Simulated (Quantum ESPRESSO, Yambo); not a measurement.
# Quasiparticle gap of GaN (honeycomb monolayer) in Yambo, part 2 of 2

Aim: the G0W0 gap of GaN (honeycomb monolayer) on PBE, step by step.

Quantum ESPRESSO 7.5 and Yambo 5.3.0; PBE and many-body steps on it, plane waves. Known limits of the many-body steps: not at the basis limit; no spin-orbit coupling.

So far. Step 3 (Bands along the symmetry lines): The gap is 2.161 eV, as in the run before at this level. Step 4 (Empty states on the mesh, 6×6×1 mesh, 71 bands): On this mesh the gap is 2.161 eV.

## (5) Conversion and set-up

This step: Yambo 5.3.0; conversion and set-up on PBE, plane waves, norm-conserving pseudopotentials.

The states are converted to the many-body program's format and the q mesh is built.

Command:

```bash
(cd o/x.save; p2y > p2y.log; mv SAVE ../..); yambo > setup.log
```

Log:

```text
 Yambo, version 5.3.0

 [02] CORE Variables Setup
 =========================

  [02.01] Unit cells
  ==================

  Cell kind             :  HCP
  Atoms in the cell     :  Ga  N
  number of Ga atoms    :  1
  number of N  atoms    :  1

  List of atomic masses
  Mass of Ga    :  69.72300
  Mass of N     :  14.00700

  List of atomic coordinates    : [cc]
  Ga1       : -0.55562E-09   3.5063       13.229      order 1
  N1       :   3.03654   1.75315  13.22689  order 2

  Alat factors          :   6.07308   5.25944  26.45617 [a.u.]
  Direct lattice volume :  845.0363 [a.u.]
  Direct lattice vectors:  A[ 1 ]  A[ 2 ]  A[ 3 ]
   A[ 1 ]:   1.0000      0.71860E-10   0.0000      [iru]
    6.0731      0.37795E-09   0.0000      [cc]
   A[ 2 ]: -0.500000  1.000000  0.000000  [iru]
  -3.036539  5.259441  0.000000  [cc]
   A[ 3 ]:  0.000000  0.000000  1.000000  [iru]
    0.00000   0.00000  26.45617  [cc]

  Recip. lattice volume :  0.293538 [a.u.]
  Recip. lattice vectors:  B[ 1 ]  B[ 2 ]  B[ 3 ]
   B[ 1 ]:  1.000000  0.500000  0.000000  [iku]
   1.034596  0.597324 -0.000000  [cc]
   B[ 2 ]: -0.71860E-10   1.0000       0.0000      [iku]
  -0.74346E-10   1.1946       0.0000      [cc]
   B[ 3 ]:  0.000000  0.000000  1.000000  [iku]
   0.000000 -0.000000  0.237494  [cc]

  [02.02] Symmetries
  ==================

  Inversion symmetry    : yes
  Spatial inversion     : no
  Inversion index       :   7
  K-space Time-reversal : yes
  Magnetic symmetries   : no
  Time-reversal derived K-space symmetries:   7  12
  Group table correct   : yes
  Symmetries units      :  [cc]

   [S  1]:   1.0000     -0.12297E-26   0.0000      0.60424E-16   1.0000       0.0000       0.0000       0.0000       1.0000
   [S  2]: -0.500000  0.866025  0.000000 -0.866025 -0.500000  0.000000  0.000000  0.000000  1.000000
   [S  3]: -0.500000 -0.866025  0.000000  0.866025 -0.500000  0.000000  0.000000  0.000000  1.000000
   [S  4]:  -1.0000     -0.12447E-09   0.0000     -0.14372E-09   1.0000       0.0000       0.0000       0.0000       1.0000
   [S  5]:  0.500000  0.866025  0.000000  0.866025 -0.500000  0.000000  0.000000  0.000000  1.000000
   [S  6]:  0.500000 -0.866025  0.000000 -0.866025 -0.500000  0.000000  0.000000  0.000000  1.000000
   [S* 7]:  -1.0000      0.12297E-26  -0.0000     -0.60424E-16  -1.0000      -0.0000      -0.0000      -0.0000      -1.0000
   [S* 8]:  0.500000 -0.866025 -0.000000  0.866025  0.500000 -0.000000 -0.000000 -0.000000 -1.000000
   [S* 9]:  0.500000  0.866025 -0.000000 -0.866025  0.500000 -0.000000 -0.000000 -0.000000 -1.000000
   [S*10]:   1.0000      0.12447E-09  -0.0000      0.14372E-09  -1.0000      -0.0000      -0.0000      -0.0000      -1.0000
   [S*11]: -0.500000 -0.866025 -0.000000 -0.866025  0.500000 -0.000000 -0.000000 -0.000000 -1.000000
   [S*12]: -0.500000  0.866025 -0.000000  0.866025  0.500000 -0.000000 -0.000000 -0.000000 -1.000000

  [02.03] Reciprocal space
[...]
K/Q-points units:
  rlu = crystal or reduced units; cc = cartesian coordinates; iku = interal k-units

  K [1]          [rlu]:  0.000000  0.000000  0.000000
         WF components:  15025
  K [2]          [rlu]:  0.32323E-26  0.16667       0.0000
         WF components:  15121
  K [3]          [rlu]:  0.64646E-26  0.33333       0.0000
         WF components:  15145
  K [4]          [rlu]: -0.97508E-26 -0.50000       0.0000
         WF components:  15148
  K [5]          [rlu]:  0.166667  0.166667  0.000000
         WF components:  15134
  K [6]          [rlu]:  0.166667  0.333333  0.000000
         WF components:  15143
  K [7]          [rlu]:  0.333333  0.333333  0.000000
         WF components:  15126

  [02.05] Energies & Occupations
  ==============================

  [X] === General ===
  [X] Electronic Temperature                        :  0.000000  0.000000 [eV K]
  [X] Bosonic    Temperature                        :  0.000000  0.000000 [eV K]
  [X] Finite Temperature mode                       : no
  [X] El. density                                   :  0.20763E+24 [cm-3]
  [X] Fermi Level                                   : -2.261717 [eV]

  [X] === Gaps and Widths ===
  [X] Conduction Band Min                           :  2.161126 [eV]
  [X] Valence Band Max                              :  0.000000 [eV]
  [X] Filled Bands                                  :  13
  [X] Empty Bands                                   :   14   71
  [X] Direct Gap                                    :  2.483804 [eV]
  [X] Direct Gap localized at k                     :  1
  [X] Indirect Gap                                  :  2.161126 [eV]
  [X] Indirect Gap between kpts                     :   7   1
  [X] Last valence band width                       :  1.380922 [eV]
  [X] 1st conduction band width                     :  2.916470 [eV]

  E @ K [1]:  [eV]
  -142.0673  -92.9689  -92.7239  -92.7239  -15.2525  -13.4494  -13.4494  -13.1805
[...]
occ @ K [1]
[...]
E @ K [2]:  [eV]
[...]
occ @ K [2]
[...]
E @ K [3]:  [eV]
[...]
occ @ K [3]
[...]
E @ K [4]:  [eV]
[...]
occ @ K [4]
[...]
E @ K [5]:  [eV]
[...]
occ @ K [5]
[...]
E @ K [6]:  [eV]
[...]
occ @ K [6]
[...]
E @ K [7]:  [eV]
[...]
occ @ K [7]
[...]
0.000000  0.000000  0.000000  0.000000  0.000000  0.000000  0.000000  0.000000
   0.000000  0.000000  0.000000  0.000000  0.000000  0.000000  0.000000  0.000000

 [03] Transferred momenta grid and indexing
 ==========================================

 IBZ Q-points                                      :   7
 BZ  Q-points                                      :   36

 K/Q-points units:
 rlu = crystal or reduced units; cc = cartesian coordinates; iku = interal k-units

 Q [1]          [rlu]:  0.000000  0.000000  0.000000
 Q [2]          [rlu]:  0.11629E-16  0.16667       0.0000
 Q [3]          [rlu]:  0.23257E-16  0.33333       0.0000
 Q [4]          [rlu]: -0.34886E-16 -0.50000       0.0000
 Q [5]          [rlu]:  0.166667  0.166667  0.000000
 Q [6]          [rlu]:  0.166667  0.333333  0.000000
 Q [7]          [rlu]:  0.333333  0.333333  0.000000

  [03.01] X indexes
  =================

   [03.01.01] Sigma indexes
   ========================

 [06] Game Over & Game summary
```

Run time: 3.2 s. Hardware: 1 MPI rank of Arm Neoverse V1, shared host; peak memory 0.26 GiB.

## (6) Screening and self-energy, 6×6×1 mesh, 71 bands, screening to 108.8 eV

Now the one-shot GW correction: screening in the RPA, then the self-energy of the levels asked for.

This step: G0W0 on PBE, plane waves, norm-conserving pseudopotentials.

Contents of gw1.in:

```
HF_and_locXC
gw0
dyson
ppa
em1d
rim_cut
rim_w
RandQpts= 3000000
RandGvec= 100 RL
CUTGeo= "slab z"
RandGvecW= 9 RL
EXXRLvcs= 104 Ry
VXCRLvcs= 416 Ry
Chimod= "HARTREE"
% BndsRnXp
 1 | 71 |
%
NGsBlkXp= 8 Ry
% LongDrXp
 1 | 1 | 0 |
%
% GbndRnge
 1 | 71 |
%
DysSolver= "n"
ExtendOut
PPAPntXp= 27.21138 eV
% QPkrange
 7 | 7 | 12 | 15 |
 1 | 1 | 12 | 15 |
%
```

Command:

```bash
OMP_NUM_THREADS=2 mpirun -n 4 yambo -F gw1.in -J gw1 -C gw1 > gw1.log
```

Log:

```text
 Yambo, version 5.3.0

 [02] CORE Variables Setup
 =========================

  [... cell, symmetries and grids as in the set-up ...]

  [02.05] Energies & Occupations
  ==============================

  [X] === General ===
  [X] Electronic Temperature                        :  0.000000  0.000000 [eV K]
  [X] Bosonic    Temperature                        :  0.000000  0.000000 [eV K]
  [X] Finite Temperature mode                       : no
  [X] El. density                                   :  0.20763E+24 [cm-3]
  [X] Fermi Level                                   : -2.261717 [eV]

  [X] === Gaps and Widths ===
  [X] Conduction Band Min                           :  2.161126 [eV]
  [X] Valence Band Max                              :  0.000000 [eV]
  [X] Filled Bands                                  :  13
  [X] Empty Bands                                   :   14   71
  [X] Direct Gap                                    :  2.483804 [eV]
  [X] Direct Gap localized at k                     :  1
  [X] Indirect Gap                                  :  2.161126 [eV]
  [X] Indirect Gap between kpts                     :   7   1
  [X] Last valence band width                       :  1.380922 [eV]
  [X] 1st conduction band width                     :  2.916470 [eV]

 [03] Transferred momenta grid and indexing
 ==========================================

 IBZ Q-points                                      :   7
 BZ  Q-points                                      :   36

 K/Q-points units:
 rlu = crystal or reduced units; cc = cartesian coordinates; iku = interal k-units

 Q [1]          [rlu]:  0.000000  0.000000  0.000000
 Q [2]          [rlu]:  0.11629E-16  0.16667       0.0000
 Q [3]          [rlu]:  0.23257E-16  0.33333       0.0000
 Q [4]          [rlu]: -0.34886E-16 -0.50000       0.0000
 Q [5]          [rlu]:  0.166667  0.166667  0.000000
 Q [6]          [rlu]:  0.166667  0.333333  0.000000
 Q [7]          [rlu]:  0.333333  0.333333  0.000000

 [04] Coloumb potential Random Integration (RIM)
 ===============================================

 Performing RIM of v_slab

  [04.01] RIM initialization
  ==========================

  * Diagonal components only detected *

  8 x (sBL volume)        :  0.065231 [a.u.]
  sBZ random points       :  3000000
  Points outside the sBZ  :  24001124
  RL volume               :  0.293538 [a.u.]
  Integrated volume       :  0.293524 [a.u.]

  [04.02] RIM integrals
  =====================

  Gamma point sphere radius             :  0.046751 [a.u.]
  Points outside the sphere             :  2398760
  [Int_sBZ(q=0) 1/q^2]*(Vol_sBZ)^(-1/3) =:  7.556946
                                 should be <:  7.795600

  Summary of Coulomb integrals for non-metallic bands |Q|[au] RIM/Bare

  Q [1] 0.100000E-4 0.969386 * Q [2] 0.199108 1.030206
  Q [5] 0.344865 1.033021 * Q [3] 0.398216 1.028362
  Q [6] 0.526791 1.018774 * Q [4] 0.597324 1.015374
  Q [7] 0.689731 1.011404
  Non-periodic chartesian directions : none
  Optical renormalization            :  26.45617 [au]
  Polarizability dimension           : length

 [05] Coloumb potential CutOffslab
 =================================

 Cut directionsZ
 Slab Cutoff:Z
 Symmetry test passed : yes

 [06] Dipoles
 ============

  [06.01] Setup: observables and procedures
  =========================================

 [07] Dynamic Dielectric Matrix (PPA)
 ====================================

 [WR./gw1//ndb.pp]---------------------------------------------------------------
  Brillouin Zone Q/K grids (IBZ/BZ)                :    7   36    7   36
  RL vectors                                       :  18211 [WF]
  Coulomb cutoff potential                         : slab z
  Electronic Temperature                           :  0.000000 [K]
  Bosonic    Temperature                           :  0.000000 [K]
  PPA    diel. fun.  energies                      : Perdew, Burke & Ernzerhof(X)+Perdew, Burke & Ernzerhof(C)
  wavefunctions                                    : Perdew, Burke & Ernzerhof(X)+Perdew, Burke & Ernzerhof(C)
  Global Gauge                                     : length
  X matrix size                                    :   331
  X band range                                     :    1   71
  X e/h energy range                               : -1.000000 -1.000000 [eV]
  X Time ordering                                  : R
  X Hxc Kernel                                     : HARTREE
  X Drude frequency                                :  0.000000  0.000000
  X poles                                          :  100.0000 [o/o]
  RL vectors in the sum                            :  18211
  [r,Vnl] included                                 : yes
  Field direction                                  :  0.707107E-5  0.707107E-5   0.00000
  BZ energy Double Grid                            : no
  BZ energy DbGd points                            : 0
  BZ Q point size factor                           : -1.000000
  X Optical Averaged directions                    : none

 [08] Local Exchange-Correlation + Non-Local Fock
 ================================================

 [VXC] Plane waves :  121095
 [EXS] Plane waves :  15037

 QP @ state[ 1 ] K range:  1  1
 QP @ state[ 1 ] b range:  12  15
 QP @ state[ 2 ] K range:   7   7
 QP @ state[ 2 ] b range:  12  15

 [xc] Functional : Perdew, Burke & Ernzerhof(X)+Perdew, Burke & Ernzerhof(C)
 [xc] LIBXC used to calculate xc functional
  PP Number of Atomic Species                      :  2
  NLCC RL compoments                               :  121095
  PP Number of Atomic Species                      :  2
  NLCC RL compoments                               :  121095

 [xc] E_xc :  -24.05249 [Ha]
      E_xc :  -48.10498 [Ry]

  Local XC kind (lXC) : Perdew, Burke & Ernzerhof(X)+Perdew, Burke & Ernzerhof(C)
  Non-Local XC kind (nlXC) : Hartree-Fock

  Corrections @ K [1] :  [eV]
 <12|nlXC|12> = -22.88840  0.31246E-17 <12|lXC|12> = -19.30645  0.11801E-16
 <13|nlXC|13> = -22.88841  0.16615E-16 <13|lXC|13> = -19.30645  0.37763E-15
 <14|nlXC|14> = -7.574374  0.11865E-18 <14|lXC|14> = -11.29723  0.000000
 <15|nlXC|15> = -2.401768 -0.88487E-18 <15|lXC|15> = -4.590224  0.47204E-16

  Corrections @ K [7] :  [eV]
 <12|nlXC|12> = -19.50201  0.12638E-16 <12|lXC|12> = -14.71192  0.18882E-15
 <13|nlXC|13> = -20.22449  0.18491E-16 <13|lXC|13> = -16.34817  0.000000
 <14|nlXC|14> = -4.763398  0.25997E-17 <14|lXC|14> = -9.158162  0.28323E-15
 <15|nlXC|15> = -8.528323  0.61923E-18 <15|lXC|15> = -14.31530  0.18882E-15

  [08.01] Hartree-Fock occupations report
  =======================================

  [Hartree-Fock] === General ===
  [Hartree-Fock] Electronic Temperature             :  0.000000  0.000000 [eV K]
  [Hartree-Fock] Bosonic    Temperature             :  0.000000  0.000000 [eV K]
  [Hartree-Fock] Finite Temperature mode            : no
  [Hartree-Fock] El. density                        :  0.20763E+24 [cm-3]
  [Hartree-Fock] Fermi Level                        : -2.261717 [eV]

  [Hartree-Fock] === Gaps and Widths ===
  [Hartree-Fock] Conduction Band Min                :  3.402352 [eV]
  [Hartree-Fock] Valence Band Max                   : -0.336717 [eV]
  [Hartree-Fock] Filled Bands                       :  13
  [Hartree-Fock] Empty Bands                        :   14   71
  [Hartree-Fock] Direct Gap                         :  4.227416 [eV]
  [Hartree-Fock] Direct Gap localized at k          :  2
  [Hartree-Fock] Indirect Gap                       :  3.739070 [eV]
  [Hartree-Fock] Indirect Gap between kpts          :   4   2
  [Hartree-Fock] Last valence band width            :  3.567921 [eV]
  [Hartree-Fock] 1st conduction band width          :  6.070008 [eV]

 [09] Dyson equation: Newton solver
 ==================================

  [09.01] RIM-W interpolation
  ===========================

  [WARNING] RIM-W works only for 2D semiconductors with slab cutoff
  Found compatible q grid: 2D
  q_min[ 1 ]:  0.16667      0.52309E-11   0.0000     [rlu]
   0.166667  0.083333  0.000000 [iku]
  q_min[ 2 ]:  0.11629E-16  0.16667       0.0000     [rlu]
  -0.11977E-10  0.16667       0.0000     [iku]
  G-vectors :   9
  G-vectors loaded:   63
  Number of interpolated frequencies:  2

  Evaluating coefficients q = 0
  Evaluating coefficients q = 0

  [09.02] RIM-W integrals
  =======================

  8 x (sBL volume)        :  0.065231 [a.u.]
  sBZ random points       :  3000000
  Points outside the sBZ  :  24001124
  RL volume               :  0.293538 [a.u.]
  Integrated volume       :  0.293524 [a.u.]

  [09.03] RIM integrals
  =====================

  Comparison between head Wc = W - v averages: < Wc > [au] RIM-W/RIM

   < -Wc [Q = 1] > 0.208190E-1 0.132791E-4 * < -Wc [Q = 2] > 0.003554 0.003359
   < -Wc [Q = 3] > 0.592832E-3 0.577936E-3 * < -Wc [Q = 4] > 0.188137E-3 0.185253E-3
   < -Wc [Q = 5] > 0.883725E-3 0.857611E-3 * < -Wc [Q = 6] > 0.274688E-3 0.270633E-3
   < -Wc [Q = 7] > 0.127448E-3 0.126486E-3

  Comparison between head Wc = W - v averages: < Wc > [au] RIM-W/RIM

   < -Wc [G = 1,G`=0] > 0.208190E-1 0.132791E-4 * < -Wc [G = 2,G`=0] >-0.001957 0.000000
   < -Wc [G = 3,G`=0] >-0.001957 0.000000 * < -Wc [G = 4,G`=0] > 0.173061E-3  0.00000
   < -Wc [G = 5,G`=0] > 0.173061E-3  0.00000 * < -Wc [G = 6,G`=0] >-0.800666E-4  0.00000
   < -Wc [G = 7,G`=0] >-0.800666E-4  0.00000 * < -Wc [G = 8,G`=0] > 0.556930E-5  0.00000
   < -Wc [G = 9,G`=0] > 0.556931E-5  0.00000

 [10] G0W0 (W PPA)
 =================

 [  GW  ] Bands range     :    1   71
 [GW/PPA] G damping       :  0.100000 [eV]

 QP @ state[ 1 ] K range:  1  1
 QP @ state[ 1 ] b range:  12  15
 QP @ state[ 2 ] K range:   7   7
 QP @ state[ 2 ] b range:  12  15

  Sc/G bands                                       :    1   71
  Sc/G damping                                     :  0.100000 ev
  Sc bands terminator                              : no
  Sx RL components                                 :  15037

  QP @ state[ 1 ] K range                          :  1  1
  QP @ state[ 1 ] b range                          :  12  15
  QP @ state[ 2 ] K range                          :   7   7
  QP @ state[ 2 ] b range                          :  12  15
  GF energies kind                                 : Perdew, Burke & Ernzerhof(X)+Perdew, Burke & Ernzerhof(C)
  GF WF`s kind                                     : Perdew, Burke & Ernzerhof(X)+Perdew, Burke & Ernzerhof(C)
  Xs energies kind                                 : Perdew, Burke & Ernzerhof(X)+Perdew, Burke & Ernzerhof(C)
  Xs WF`s kind                                     : Perdew, Burke & Ernzerhof(X)+Perdew, Burke & Ernzerhof(C)

 [14] Game Over & Game summary
```

It took 2.4 min on 4 MPI ranks; peak memory 2.3 GiB; 9.1 min of CPU time.

This step gave:

* G0W0 gap on the points computed: 4.141 eV
* starting gap on the mesh: 2.161 eV
* k of the valence top: 0.3333, 0.3333, 0
* k of the conduction bottom: 0, 0, 0
* least direct G0W0 gap on the computed points: 4.377 eV
* Z at the valence top: 0.7708
* Z at the conduction bottom: 0.8292

The gap on the mesh goes from 2.16 eV to 4.14 eV, a correction of +1.98 eV.

Limits: finite bands, cutoff and mesh; no spin-orbit coupling. v1 is the top filled band, c1 the lowest empty one. The levels before and after the correction (eV, zero at the valence-band top of each column):

```csv
,conduction bottom,valence top
Kohn-Sham,2.16,0.00
G0W0,4.14,0.00
```

```
                        level  energy (eV)
Kohn-Sham             Γ v2-v1       -0.323
Kohn-Sham                Γ c1        2.161
Kohn-Sham                Γ c2        4.826
Kohn-Sham  (0.333 0.333 0) v2       -4.243
Kohn-Sham  (0.333 0.333 0) v1        0.000
Kohn-Sham  (0.333 0.333 0) c1        5.078
Kohn-Sham  (0.333 0.333 0) c2        7.369
     G0W0             Γ v2-v1       -0.237
     G0W0                Γ c1        4.141
     G0W0                Γ c2        6.260
     G0W0  (0.333 0.333 0) v2       -4.629
     G0W0  (0.333 0.333 0) v1        0.000
     G0W0  (0.333 0.333 0) c1        7.055
     G0W0  (0.333 0.333 0) c2       10.117
```

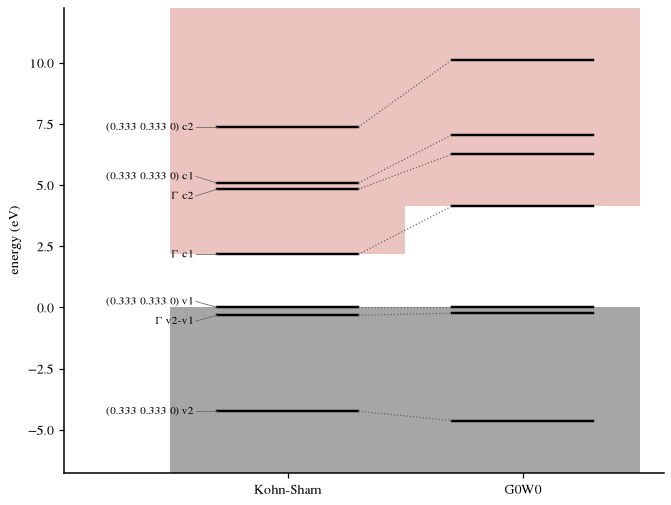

Levels before and after the correction. Shaded: valence and conduction bands.

## (7) Where the time went

Times are wall times on the hardware named with each run, good to a factor of about two.

| step | time | share | memory (GiB) |
| --- | --- | --- | --- |
| ground state | 23 s | 12 % | 1.1 |
| bands along the symmetry lines | 8.1 s | 4 % | 0.83 |
| empty states on the mesh | 10 s | 6 % | 0.81 |
| conversion and set-up | 3.2 s | 2 % | 0.26 |
| screening and self-energy | 2.4 min | 76 % | 2.3 |

## (8) Summary of results

| Quantity | Value |
| --- | --- |
| PBE gap | 2.16 eV, indirect |
| G0W0 gap on the mesh | 4.14 eV |
| GW settings | 6×6×1 mesh, 71 bands, screening to 108.8 eV, Godby-Needs plasmon pole |
| known limits | not at the basis limit; no spin-orbit coupling |

**Reading.** G0W0 moves the gap on the mesh from 2.16 eV to 4.14 eV (+1.98 eV), with Z of 0.77 and 0.83 at the edges. Only 2 of the mesh's irreducible points were corrected, so a valley elsewhere could overtake. The dearest step here is «screening and self-energy». Bands and cutoff are finite, so the gap is not at the basis limit. The miss can reach some tenths of an eV and take either sign; the mesh is an error of its own. In the G0W0 run levels were corrected at 2 k points alone, so a gap called «on the mesh» is the least over those, and an edge elsewhere would be missed. The many-body steps are scalar-relativistic: spin-orbit coupling is not in them.

[Paths, hosts, dates, memory and timing lines, banners, echoed tables and standing remarks are left out of the program output.]

[Logs are printed without paths, hosts, clocks, repeated set-up lines and the standing remarks that a program may print on its own settings, such as how far it seeks lower states.]

[Runs of the session that timed out or met a known fault of the program may be left out.]

[Hosts, paths, dates, database ids (printed as entryN), source tags and the programs' standing remarks are cut or masked in the printed files.]
